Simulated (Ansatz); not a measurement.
Geometry relaxation of MoSe2 (part 2 of 2)

MoSe2 (6 atoms in the cell); DFT PBE, scalar-relativistic, plane waves, PAW, no spin polarisation (Ansatz 0.2.0); cutoff 420 eV, 12×12×2 k-mesh, Gaussian smearing of 0.02 eV. The structure was made by swapping elements on the sites of another compound; it need not be a known phase. It belongs to a series of runs on one base structure; here: W -> Mo on all its sites, cell and atoms relaxed.

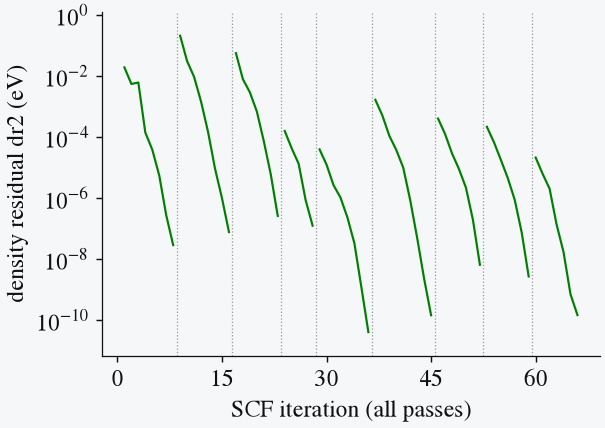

Fig. 1: Convergence of the self-consistent field: density residual dr2 against the SCF iteration. The dotted lines part the SCF passes of the relaxation: geometry steps, rejected trials and re-solves on a re-selected basis. The 9 passes take 5 to 9 iterations each, 66 in all.

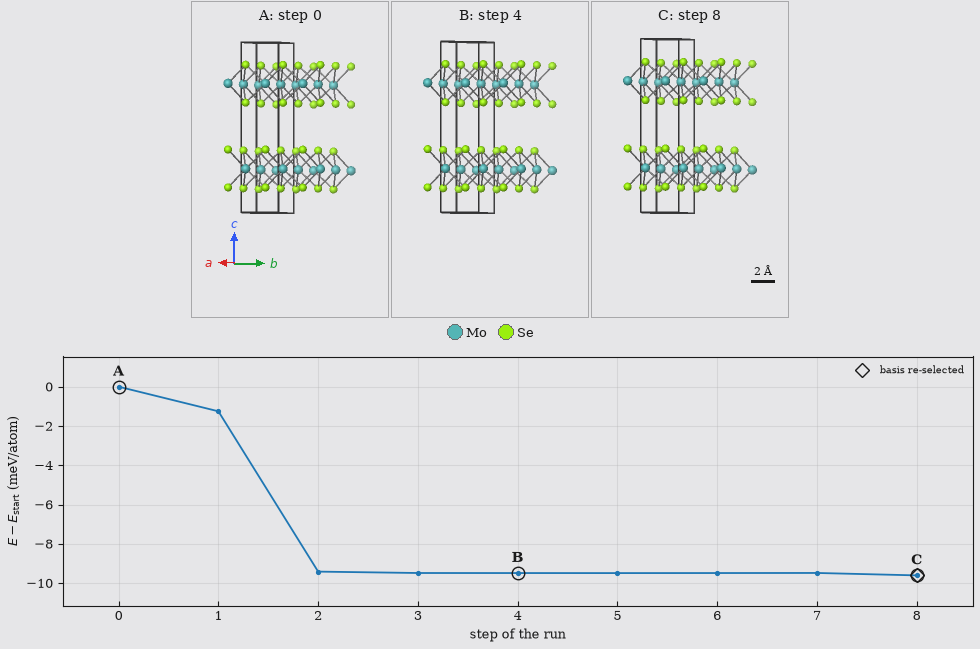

Fig. 2: Frames of the relaxation (ball-and-stick view of the cell of the calculation, repeated 3 × 3 × 1, seen at an oblique angle) above the curves, on which the letters mark them (the first geometry is step 0 here and step 1 in the log).

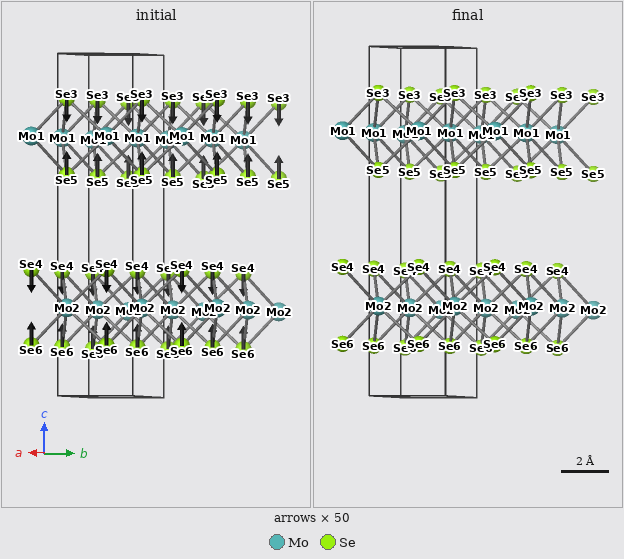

Fig. 3: Before (left) and after (right) the relaxation, at one scale (ball-and-stick view of the cell of the calculation, repeated 3 × 3 × 1, seen at an oblique angle). The black arrows give the displacements (without the part carried along by the change of the cell), magnified 50 times. After 7 geometry steps the energy has fallen by 9.5 meV per atom. Largest force component: 0.48 eV/Å at the start, 0.0015 eV/Å at the end. The pressure goes from 3.87 to 0.00 GPa. The largest moves relative to the cell, 0.021 Å, are those of Se3, Se4, Se5 and Se6. Mo stays in place. The drawn cell changes as follows: a = b 3.276 → 3.321 Å (+1.4 %), c 14.842 → 15.147 Å (+2.1 %); the volume changes by +4.8 %. Distances before and after: Mo1–Se3 2.514 → 2.542 Å. The space group stays P6_3/mmc (No. 194). A last SCF at the same geometry on a re-selected plane-wave basis shifts the energy by −0.1 meV per atom. (Atoms are counted from 1 in the order of the input.)

```
basis re-selected at this cell: Δ(F+E_penalty+E_count) = -7.427e-4 eV, ΔP = -0.003 GPa vs the last step (what re-selecting the basis moved, of the pressure what is left beyond the Pulay correction that the steps carried, after the strain that the cell walked since its last selection, with what the two solves' SCF thresholds leave and, on support functions, any second-order correction that the steps lacked; it is no measure of the basis error at this ecutwfc). The dense FFT grid was sized anew with the basis: this SCF ran on 24×24×108 points, the steps before it on 24×24×100, so part of this shift can come from that change (see relax.cell in the input reference). This SCF's stress stands 1.05e-2 GPa from its target on what of the cell is left free (relax.cell.stress_tol is 1.00e-1 GPa) and its largest allowed force component is 1.49e-3 eV/Å (relax.f_tol is 1.00e-2 eV/Å): within both
SCF converged after 7 iterations
Free energy (F): -31792.465506 eV
Harris-Foulkes:  -31792.465506 eV  (|F-HF|=1.13e-10)
Internal energy: -31792.465506 eV  (E = F + TS)
E sigma→0 (E₀):  -31792.465506 eV
Fermi energy:    9.950544 eV
--- Per-component energies (eV) ---
  E_band       = -1885.112957
  E_kinetic    = 1356.080612
  E_local      = -15546.822509  (includes V_loc(G=0)·N_el)
  E_nonlocal   = -2095.873508
  E_hartree    = 7333.093006
  E_xc         = -784.380024
  E_vxc        = -851.511294  (∫ρ·V_xc dr)
  E_paw        = -14048.361701  (= ΣΔE_a)
  E_vpaw       = 586.828698  (= ΣTr[D̂ρ^β])
  E_aug_tail   = -0.002242  (compensation charges beyond the density's cutoff)
  E_ewald      = -8006.199140
  E_smearing   = -0.000000  (= −TS)
  E_closure    = -0.000000  (closes the sum)
  Σ components = -31792.465506   (vs F -31792.465506, Δ=0.00e0)
--- Forces (eV/Å), atoms counted from 1 ---
  atom   1  Mo     0.00000000    -0.00000000    -0.00000000
  atom   2  Mo    -0.00000000     0.00000000     0.00000000
  atom   3  Se     0.00000000     0.00000000     0.00149351
  atom   4  Se     0.00000000    -0.00000000     0.00149351
  atom   5  Se    -0.00000000     0.00000000    -0.00149351
  atom   6  Se    -0.00000000    -0.00000000    -0.00149351
  max |Σ_I F_I| component: 2.31e-18 eV/Å
--- Stress (GPa, compression-positive) ---
       -0.002814       0.000000       0.000000
        0.000000      -0.002814      -0.000000
        0.000000      -0.000000       0.010455
  P = ⅓ Tr σ = 0.0016 GPa (0.016 kbar)
--- Band table (eV; the first three rows and the last of 38) ---
  k-point 0: bands = ["-51.6208", "-51.6208", "-38.1514", "-38.1514", "-38.1514", "-38.1514", "-38.1511", "-38.1511", "-38.1511", "-38.1511", "-38.1108", "-38.1108", "-38.1108", "-38.1108", "-38.1098", "-38.1098", "-38.1098", "-38.1098", "-38.0950", "-38.0950", "-38.0930", "-38.0929", "-25.7597", "-25.7596", "-25.5971", "-25.5971", "-25.5971", "-25.5971", "-4.9543", "-4.9233", "-3.9686", "-3.9188", "3.7250", "3.9800", "7.0066", "7.0905", "7.0905", "7.0917", "7.0917", "7.8379", "8.0628", "8.0628", "8.0665", "8.0665", "8.7611", "9.2055", "12.0397", "12.0397", "12.0467", "12.0467", "12.2676", "12.2676", "12.2875", "12.2875", "14.2522", "15.1147"]
  k-point 1: bands = ["-51.6208", "-51.6208", "-38.1514", "-38.1514", "-38.1514", "-38.1514", "-38.1511", "-38.1511", "-38.1511", "-38.1511", "-38.1108", "-38.1108", "-38.1108", "-38.1108", "-38.1098", "-38.1098", "-38.1098", "-38.1098", "-38.0950", "-38.0950", "-38.0929", "-38.0929", "-25.7597", "-25.7597", "-25.5971", "-25.5971", "-25.5971", "-25.5971", "-4.9392", "-4.9392", "-3.9434", "-3.9434", "3.8449", "3.8449", "7.0911", "7.0911", "7.0911", "7.0911", "7.3701", "7.3701", "8.0647", "8.0647", "8.0647", "8.0647", "9.0424", "9.0424", "12.0430", "12.0430", "12.0430", "12.0430", "12.2777", "12.2777", "12.2777", "12.2777", "14.6368", "14.6368"]
  k-point 2: bands = ["-51.6194", "-51.6194", "-38.1513", "-38.1513", "-38.1511", "-38.1511", "-38.1511", "-38.1511", "-38.1508", "-38.1508", "-38.1108", "-38.1108", "-38.1108", "-38.1108", "-38.1100", "-38.1100", "-38.1099", "-38.1099", "-38.0949", "-38.0949", "-38.0928", "-38.0928", "-25.7561", "-25.7561", "-25.6135", "-25.6135", "-25.6008", "-25.6008", "-4.8623", "-4.8315", "-3.9175", "-3.8691", "3.8396", "4.0940", "6.8154", "6.8473", "6.8498", "7.1831", "7.1850", "7.3479", "7.9095", "7.9139", "8.1252", "8.3863", "8.7578", "9.1353", "11.7641", "11.8027", "11.8184", "11.9506", "12.1242", "12.1486", "12.1789", "12.1922", "14.7062", "15.6220"]
  k-point 37: bands = ["-51.5973", "-51.5973", "-38.1495", "-38.1495", "-38.1488", "-38.1488", "-38.1487", "-38.1487", "-38.1486", "-38.1486", "-38.1122", "-38.1122", "-38.1115", "-38.1115", "-38.1109", "-38.1109", "-38.1104", "-38.1104", "-38.0930", "-38.0930", "-38.0907", "-38.0907", "-25.7784", "-25.7784", "-25.7478", "-25.7478", "-25.7002", "-25.7002", "-2.9751", "-2.9751", "-2.8667", "-2.8667", "4.2508", "4.2508", "4.7491", "4.7491", "5.2943", "5.2943", "5.8244", "5.8244", "6.3179", "6.3179", "7.1108", "7.1108", "9.2181", "9.2181", "10.6655", "10.6655", "11.7966", "11.7966", "12.2516", "12.2516", "13.5144", "13.5144", "15.7364", "15.7364"]
--- Relaxed structure (8 steps of the walk, 8 accepted, 1 SCFs on fresh bases) ---
  F+E_penalty+E_count = -31792.46550642 eV   max|allowed force component| = 1.494e-3 eV/Å   (the final SCF, on the basis selected at the relaxed cell)
  cell:  # Å, volume = 144.6462 Å³
    - [3.3206820128211447, -2.925820364153802e-11, 1.8317148254889397e-33]
    - [-1.6603410063852342, 2.875794981007783, -3.5183552068890334e-34]
    - [1.0141426724434755e-32, 5.1629081506213295e-33, 15.14683728039867]
  atoms:
    - { symbol: Mo, position: [0.6666666666666666, 0.33333333333333337, 0.7500000000000001] }
    - { symbol: Mo, position: [0.3333333333333333, 0.6666666666666666, 0.25000000000000006] }
    - { symbol: Se, position: [0.3333333333333333, 0.6666666666666666, 0.8601693184216099] }
    - { symbol: Se, position: [0.6666666666666666, 0.33333333333333337, 0.3601693184216099] }
    - { symbol: Se, position: [0.3333333333333333, 0.6666666666666666, 0.6398306815783903] }
    - { symbol: Se, position: [0.6666666666666666, 0.33333333333333337, 0.13983068157839018] }
```

## Trajectory as extended XYZ (Å, eV, eV/Å), 9 frames, from step=1 to step=9
```
6
Lattice="3.2764 0.0000 0.0000 -1.6382 2.8374 0.0000 0.0000 0.0000 14.8416" Properties=species:S:1:pos:R:3:forces:R:3 step=1 energy=-31792.40786 pressure_GPa=3.87
Mo    1.6382    0.9458   11.1312    0.0000   0.0000   0.0000
Mo    0.0000    1.8916    3.7104    0.0000   0.0000   0.0000
Se    0.0000    1.8916   12.7867    0.0000   0.0000   0.4850
Se    1.6382    0.9458    5.3659    0.0000   0.0000   0.4850
Se    0.0000    1.8916    9.4757    0.0000   0.0000  -0.4850
Se    1.6382    0.9458    2.0549    0.0000   0.0000  -0.4850
6
Lattice="3.3770 0.0000 0.0000 -1.6885 2.9246 0.0000 0.0000 0.0000 14.8724" Properties=species:S:1:pos:R:3:forces:R:3 step=2 energy=-31792.41538 pressure_GPa=-2.66
Mo    1.6885    0.9749   11.1543    0.0000   0.0000   0.0000
Mo    0.0000    1.9497    3.7181    0.0000   0.0000   0.0000
Se    0.0000    1.9497   12.8162    0.0000   0.0000  -0.1886
Se    1.6885    0.9749    5.3800    0.0000   0.0000  -0.1886
Se    0.0000    1.9497    9.4924    0.0000   0.0000   0.1886
Se    1.6885    0.9749    2.0562    0.0000   0.0000   0.1886
6
Lattice="3.3218 0.0000 0.0000 -1.6609 2.8768 0.0000 0.0000 0.0000 14.8758" Properties=species:S:1:pos:R:3:forces:R:3 step=3 energy=-31792.46435 pressure_GPa=-0.26
Mo    1.6609    0.9589   11.1568    0.0000   0.0000   0.0000
Mo    0.0000    1.9179    3.7189    0.0000   0.0000   0.0000
Se    0.0000    1.9179   12.8286    0.0000   0.0000  -0.0553
Se    1.6609    0.9589    5.3908    0.0000   0.0000  -0.0553
Se    0.0000    1.9179    9.4850    0.0000   0.0000   0.0553
Se    1.6609    0.9589    2.0471    0.0000   0.0000   0.0553
6
Lattice="3.3207 0.0000 0.0000 -1.6603 2.8758 0.0000 0.0000 0.0000 14.8902" Properties=species:S:1:pos:R:3:forces:R:3 step=4 energy=-31792.46478 pressure_GPa=0.01
Mo    1.6603    0.9586   11.1676    0.0000   0.0000   0.0000
Mo    0.0000    1.9172    3.7225    0.0000   0.0000   0.0000
Se    0.0000    1.9172   12.8365    0.0000   0.0000  -0.0019
Se    1.6603    0.9586    5.3914    0.0000   0.0000  -0.0019
Se    0.0000    1.9172    9.4988    0.0000   0.0000   0.0019
Se    1.6603    0.9586    2.0537    0.0000   0.0000   0.0019
6
Lattice="3.3208 0.0000 0.0000 -1.6604 2.8759 0.0000 0.0000 0.0000 14.9068" Properties=species:S:1:pos:R:3:forces:R:3 step=5 energy=-31792.46479 pressure_GPa=0.02
Mo    1.6604    0.9586   11.1801    0.0000   0.0000   0.0000
Mo    0.0000    1.9173    3.7267    0.0000   0.0000   0.0000
Se    0.0000    1.9173   12.8487    0.0000   0.0000   0.0022
Se    1.6604    0.9586    5.3953    0.0000   0.0000   0.0022
Se    0.0000    1.9173    9.5115    0.0000   0.0000  -0.0022
Se    1.6604    0.9586    2.0581    0.0000   0.0000  -0.0022
6
Lattice="3.3211 0.0000 0.0000 -1.6606 2.8762 0.0000 0.0000 0.0000 15.0284" Properties=species:S:1:pos:R:3:forces:R:3 step=6 energy=-31792.46480 pressure_GPa=0.05
Mo    1.6606    0.9587   11.2713    0.0000   0.0000   0.0000
Mo    0.0000    1.9174    3.7571    0.0000   0.0000   0.0000
Se    0.0000    1.9174   12.9390    0.0000   0.0000   0.0146
Se    1.6606    0.9587    5.4248    0.0000   0.0000   0.0146
Se    0.0000    1.9174    9.6035    0.0000   0.0000  -0.0146
Se    1.6606    0.9587    2.0894    0.0000   0.0000  -0.0146
6
Lattice="3.3210 0.0000 0.0000 -1.6605 2.8761 0.0000 0.0000 0.0000 15.0944" Properties=species:S:1:pos:R:3:forces:R:3 step=7 energy=-31792.46479 pressure_GPa=0.04
Mo    1.6605    0.9587   11.3208    0.0000   0.0000   0.0000
Mo    0.0000    1.9174    3.7736    0.0000   0.0000   0.0000
Se    0.0000    1.9174   12.9888    0.0000   0.0000   0.0109
Se    1.6605    0.9587    5.4416    0.0000   0.0000   0.0109
Se    0.0000    1.9174    9.6528    0.0000   0.0000  -0.0109
Se    1.6605    0.9587    2.1056    0.0000   0.0000  -0.0109
6
Lattice="3.3207 0.0000 0.0000 -1.6603 2.8758 0.0000 0.0000 0.0000 15.1468" Properties=species:S:1:pos:R:3:forces:R:3 step=8 energy=-31792.46476 pressure_GPa=0.00
Mo    1.6603    0.9586   11.3601    0.0000   0.0000   0.0000
Mo    0.0000    1.9172    3.7867    0.0000   0.0000   0.0000
Se    0.0000    1.9172   13.0288    0.0000   0.0000   0.0016
Se    1.6603    0.9586    5.4554    0.0000   0.0000   0.0016
Se    0.0000    1.9172    9.6914    0.0000   0.0000  -0.0016
Se    1.6603    0.9586    2.1180    0.0000   0.0000  -0.0016
6
Lattice="3.3207 0.0000 0.0000 -1.6603 2.8758 0.0000 0.0000 0.0000 15.1468" Properties=species:S:1:pos:R:3:forces:R:3 step=9 energy=-31792.46551 pressure_GPa=0.00
Mo    1.6603    0.9586   11.3601    0.0000   0.0000   0.0000
Mo    0.0000    1.9172    3.7867    0.0000   0.0000   0.0000
Se    0.0000    1.9172   13.0288    0.0000   0.0000   0.0015
Se    1.6603    0.9586    5.4554    0.0000   0.0000   0.0015
Se    0.0000    1.9172    9.6914    0.0000   0.0000  -0.0015
Se    1.6603    0.9586    2.1180    0.0000   0.0000  -0.0015
```

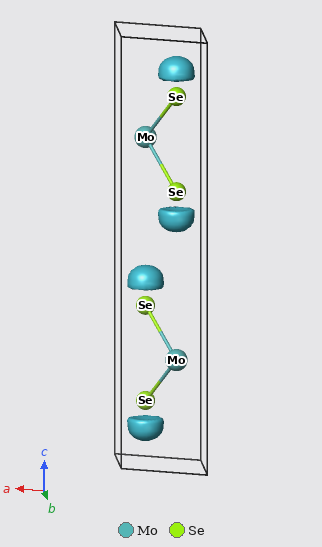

Fig. 4: Isosurface of the ELF at 0.85 (cyan), seen at an oblique angle. Only the valence region is drawn (cores and ρ < 0.01 e/Å³ removed). Sticks mark near contacts. The outline is the cell set on symmetry axes. Profiles from the grid: Mo–Se (2.54 Å): the ELF is about 0.50 at the midpoint. In a PAW calculation such maps are meaningful between the atoms, not at the nuclei.

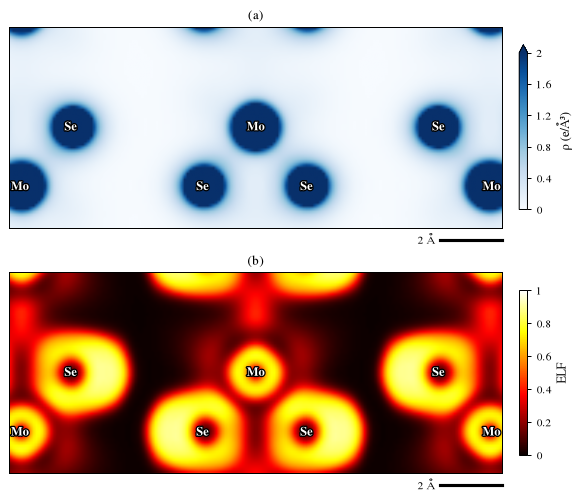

Fig. 5: (a) valence pseudo-density; (b) electron localisation function on the (110) plane of the conventional cell. Atoms in the plane: Mo and Se. Mo–Se (2.54 Å): ρ is about 0.52 e/Å³ halfway; the ELF is about 0.50 at the midpoint. Away from the nuclei the density in this plane falls to 0.003 e/Å³ at its lowest. The strong features right at Mo lie inside the PAW spheres (semicore, d or f shells) and say nothing about bonding.

The run was set up as follows.

## The input
```yaml
crystal:
  lattice:
    - [3.2763531305, 0.0, 0.0]
    - [-1.6381765652, 2.8374050428, 0.0]
    - [0.0, 0.0, 14.8416342686]
  atoms:
    - { symbol: Mo, position: [0.6666666667, 0.3333333333, 0.75] }
    - { symbol: Mo, position: [0.3333333333, 0.6666666667, 0.25] }
    - { symbol: Se, position: [0.3333333333, 0.6666666667, 0.861543119] }
    - { symbol: Se, position: [0.6666666667, 0.3333333333, 0.361543119] }
    - { symbol: Se, position: [0.3333333333, 0.6666666667, 0.638456881] }
    - { symbol: Se, position: [0.6666666667, 0.3333333333, 0.138456881] }
basis:
  ecutwfc: 420
kpoints:
  mp_grid: { grid: [12, 12, 2] }
hamiltonian:
  xc: pbe
scf:
  occupations: { method: gaussian, width: 0.02 }
output:
  forces: true
  stress: true
  eigenvalues: true
  write_density: true
  write_potential: true
  elf: true
  volumetric_format: npy
relax:
  adjacent_minimum: "off"
  f_tol: 0.01
  max_steps: 60
  cell: { stress_tol: 0.1 }
```

Launched with:
```bash
ansatz run input.yaml --threads 1 --pin off --max-ram 2560MiB --backend cpu --events-out ev --progress --plain --runs-dir out
```

## Results in brief

```csv
quantity,value
outcome,converged
space group (tolerance 0.01 Å),P6₃/mmc (194)
electrons treated,92
free energy,−31792.4655 eV
Fermi energy,9.951 eV
gap on the k-point mesh,1.43 eV
pressure,0.00 GPa
final volume,144.65 Å³
largest force (length of the vector) at the end,0.001 eV/Å
final cell,"a = 3.321 Å, b = 3.321 Å, c = 15.147 Å, α = 90.00°, β = 90.00°, γ = 120.00°"
hardware,"1 thread of Intel Xeon (Granite Rapids), 32 GiB of memory available, shared host"
wall time,77 s
peak memory,0.6 GiB
```
